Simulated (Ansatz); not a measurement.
**KBr: band-structure calculation**

The run: band-structure calculation of KBr (Fm-3m, 2 atoms in the cell). Method and program: DFT, PBE, all-electron LAPW, non-relativistic, no spin polarisation (Ansatz 0.2.0).

The structure derives from an entry of the Crystallography Open Database. It belongs to a series of runs on one base structure; here: no relativity.

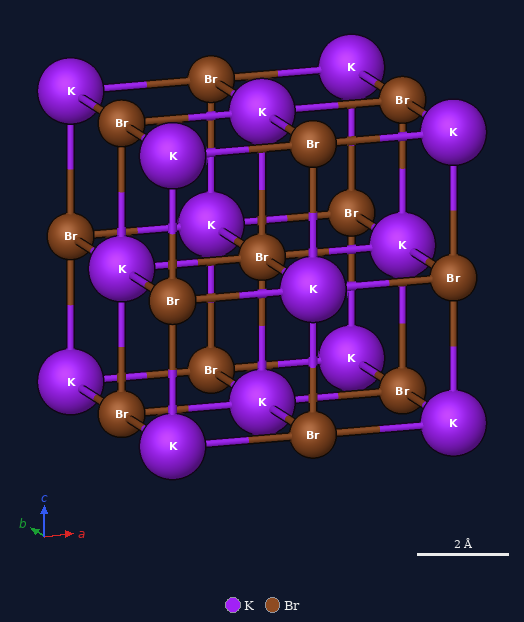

Fig. 1: The structure as given in the input (ball-and-stick view of the cell 4 times as large as that of the calculation, set on its symmetry axes, seen slightly off an axis). Near neighbours in the crystal (not all of them lie inside the picture): K has 6 Br at 3.29 Å; Br has 6 K at 3.29 Å.

Input
```yaml
crystal:
  lattice:
    - [0.0, 3.2925, 3.2925]
    - [3.2925, 0.0, 3.2925]
    - [3.2925, 3.2925, 0.0]
  atoms:
    - { symbol: K, position: [0.0, 0.0, 0.0] }
    - { symbol: Br, position: [0.5, 0.5, 0.5] }
kpoints:
  mp_grid: { grid: [6, 6, 6] }
  band_path:
    path:
      - [0.0, 0.0, 0.0]
      - [0.5, 0.0, 0.5]
      - [0.625, 0.25, 0.625]
      - [0.375, 0.375, 0.75]
      - [0.0, 0.0, 0.0]
      - [0.5, 0.5, 0.5]
      - [0.5, 0.25, 0.75]
      - [0.5, 0.0, 0.5]
    npoints: 5
scf:
  occupations: { method: fermi_dirac, width: 0.01 }
hamiltonian:
  xc: pbe
  pseudopotentials:
    kind: all_electron
    lapw: { basis_error: 0.001 }
    relativity: none
output:
  forces: true
  stress: true
  eigenvalues: true
```

The program's output
```
LAPW: plane waves up to 5.805 Å⁻¹, error target 1.0e-3 eV per atom; K in spheres of 1.655 Å, 9 of its electrons in bands, Dirac shells []; Br in spheres of 1.637 Å, 25 of its electrons in bands, Dirac shells [] (how accurate: hamiltonian.pseudopotentials.lapw.basis_error, Limitations)
Engine: ansatz 0.2.0, x86_64-unknown-linux-gnu
Pseudopotentials: kind: all_electron
Pseudopotential: K, LAPW, valence charge 9, lapw/all_electron/none/K, Schrödinger's equation, point nucleus
Pseudopotential: Br, LAPW, valence charge 25, lapw/all_electron/none/Br, Schrödinger's equation, point nucleus
Functional definition: PBE
  parameter kappa = 0.804
  parameter beta = 0.06672455060314922
  exchange = pbe_x(kappa = kappa, mu = beta*pi^2/3)
  correlation = pbe_c(beta = beta)
Crystal: 2 atoms, lattice volume = 71.385 Å³
Basis set: ecut = 128.38336638935934 eV, 259 PW (Γ), exchange–correlation at level 2
Bands: 21, of which v1, the nominal top of the filled ones, is band 17 counted from 1 (16 counted from 0)
Symmetry: 48 space group operations
Space group: Fm-3m (ITA 225), of the structure as read, at distance tolerance 4.1e-5 Å
k-points: 16 of 216
Non-local potential: K, projectors of the file, none
Non-local potential: Br, projectors of the file, none
Initial density: superposition of atomic densities (chi_scale 0.1, normalization cell, long waves kept (reshape's long-wave potential 0.00 eV rms))
Initial wavefunctions: plane waves of lowest kinetic energy (no species holds an atomic orbital)
Functional: x = pbe(κ = 0.804, μ = 0.2195149727645171), c = pbe(β = 0.06672455060314922)
iter 1 solved again at ethr=1.11e-3 eV; its pass at ethr=1.00e-1 eV (dr2=3.77e-1 eV) is discarded
SCF iter   1: F=—  HF=-86361.212941 eV  |F-HF|=—  |Δ(HF+E_count)|=         —  Δρ=1.43e-2  dr2=3.77e-1  ethr=1.11e-3  ⟨swp⟩=2.1  Hψ=2148  notcnv=0
preconditioner: auto → none  [insulator: Δε(μ)=5.139 eV  Ē_g=14.775 eV  σ=0.010 eV  W_gap=1.00  n_scr=14 (ndim 8)  ℏωp=16.4 eV  f_vac=0.101  D(μ)=0.00/eV (n_scr^D=0)  ε∞_Penn≈2.2]
iter 2 solved again at ethr=6.07e-5 eV; its pass at ethr=1.11e-3 eV (dr2=2.07e-2 eV) is discarded
SCF iter   2: F=—  HF=-86361.036989 eV  |F-HF|=—  |Δ(HF+E_count)|=   1.76e-1  Δρ=3.48e-3  dr2=2.06e-2  ethr=6.07e-5  ⟨swp⟩=2.1  Hψ=1880  notcnv=0
SCF iter   3: F=—  HF=-86361.044975 eV  |F-HF|=—  |Δ(HF+E_count)|=         —  Δρ=1.96e-3  dr2=6.80e-3  ethr=6.07e-5  ⟨swp⟩=3.0  Hψ=1166  notcnv=0
the basis was enlarged: its passes take 76.4 KiB over the memory plan, 1 of 1 planned eigensolver slots
SCF iter   4: F=—  HF=-86361.049991 eV  |F-HF|=—  |Δ(HF+E_count)|=   5.02e-3  Δρ=3.18e-4  dr2=1.51e-4  ethr=2.00e-5  ⟨swp⟩=3.1  Hψ=1189  notcnv=0
SCF iter   5: F=—  HF=-86361.050281 eV  |F-HF|=—  |Δ(HF+E_count)|=   2.90e-4  Δρ=5.52e-5  dr2=3.85e-6  ethr=4.44e-7  ⟨swp⟩=2.9  Hψ=1160  notcnv=0
SCF iter   6: F=—  HF=-86361.050303 eV  |F-HF|=—  |Δ(HF+E_count)|=   2.22e-5  Δρ=5.94e-6  dr2=3.57e-8  ethr=1.13e-8  ⟨swp⟩=3.0  Hψ=1166  notcnv=0
SCF iter   7: F=-86361.050303 eV  HF=-86361.050303 eV  |F-HF|=8.85e-9  |Δ(HF+E_count)|=   1.69e-7  Δρ=1.06e-6  dr2=1.13e-9  ethr=1.05e-10  ⟨swp⟩=3.0  Hψ=1148  notcnv=0
SCF 1 converged in 7 iterations: F = -86361.050303 eV  dr2 = 1.13e-9
NSCF: frozen V_eff on 36 k-points
SCF converged after 7 iterations
Free energy (F): -86361.050303 eV
Harris-Foulkes:  -86361.050303 eV  (|F-HF|=8.85e-9)
Internal energy: -86361.050303 eV  (E = F + TS)
E sigma→0 (E₀):  -86361.050303 eV
Fermi energy:    4.545015 eV
--- Per-component energies (eV) ---
  E_band       = -2091.284097
  E_kinetic    = 86302.845581
  E_xc         = -3382.900052
  E_electrostatic = -169280.995831  (all electrons and nuclei)
  E_smearing   = -0.000000  (= −TS)
  E_closure    = 0.000000  (closes the sum)
  E_atoms      = -86354.825388  (free atoms, spherical and without spin; not in F)
  Σ components = -86361.050303   (vs F -86361.050303, Δ=0.00e0)
  Basis errors (estimates in eV, not in F): energy 4.2e-4 per atom: plane waves 3.8e-4 (2.1e-4 summed), levels above the bands 1.7e-264, relativity 0.0e0, radial functions 4.2e-5, core shells 1.8e-7; eigenvalues (radial functions only) 5.7e-6; not estimated: angular momenta, meshes, grids; target (lapw.basis_error) 1.0e-3; muffin-tin radii K 1.655 Å, Br 1.637 Å
--- Forces (eV/Å), atoms counted from 1 ---
  atom   1  K     -0.00000000    -0.00000000    -0.00000000
  atom   2  Br     0.00000000     0.00000000     0.00000000
  max |Σ_I F_I| component: 1.23e-31 eV/Å
--- Stress (GPa, compression-positive) ---
        0.936312      -0.000000       0.000000
       -0.000000       0.936312      -0.000000
        0.000000      -0.000000       0.936312
  P = ⅓ Tr σ = 0.9363 GPa (9.363 kbar)
--- Band table (eV; the first three rows and the last of 16) ---
  k-point 0: bands = ["-218.8505", "-160.8562", "-160.8562", "-160.8562", "-57.5430", "-57.5430", "-57.5419", "-57.5419", "-57.5419", "-25.1962", "-9.4036", "-9.0112", "-9.0112", "-9.0112", "2.2011", "2.2011", "2.2011", "6.8779", "9.7916", "9.7916", "9.7916"]
  k-point 1: bands = ["-218.8505", "-160.8562", "-160.8562", "-160.8562", "-57.5430", "-57.5430", "-57.5419", "-57.5419", "-57.5419", "-25.1947", "-9.5496", "-9.0126", "-9.0126", "-8.8428", "1.8382", "2.1103", "2.1103", "7.5172", "9.6634", "10.1166", "10.1166"]
  k-point 2: bands = ["-218.8505", "-160.8562", "-160.8562", "-160.8562", "-57.5430", "-57.5430", "-57.5419", "-57.5419", "-57.5419", "-25.1916", "-9.7215", "-9.0154", "-9.0154", "-8.6248", "1.2597", "1.9401", "1.9401", "8.5575", "9.9672", "10.9837", "10.9837"]
  k-point 15: bands = ["-218.8505", "-160.8562", "-160.8562", "-160.8562", "-57.5430", "-57.5430", "-57.5419", "-57.5419", "-57.5419", "-25.1882", "-9.4826", "-9.0905", "-9.0623", "-8.8245", "1.4879", "1.7194", "1.7488", "8.7989", "10.2322", "10.5289", "11.5501"]
```

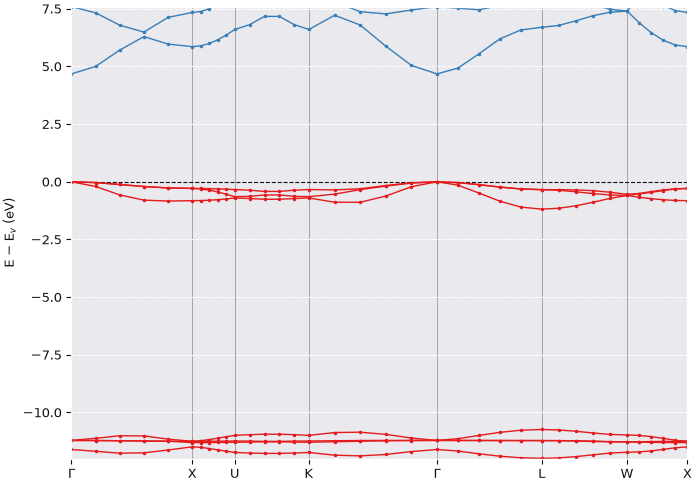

Fig. 2: Band structure along Γ–X–U–K–Γ–L–W–X, with energies from the valence-band top. There is a gap of 4.68 eV on this path, direct, at Γ.

Key numbers

| quantity | value |
| --- | --- |
| outcome | converged |
| space group (tolerance 0.01 Å) | Fm-3m (225) |
| electrons in bands (core shells apart) | 34 |
| free energy | −86361.0503 eV |
| Fermi energy | 4.545 eV |
| gap on the k-point mesh | 4.68 eV |
| pressure | 0.94 GPa |
| largest force (length of the vector) | under 0.001 eV/Å |
| hardware | 1 thread of an x86-64 CPU, shared host |
| wall time | 6 s |
| peak memory | 0.33 GiB |
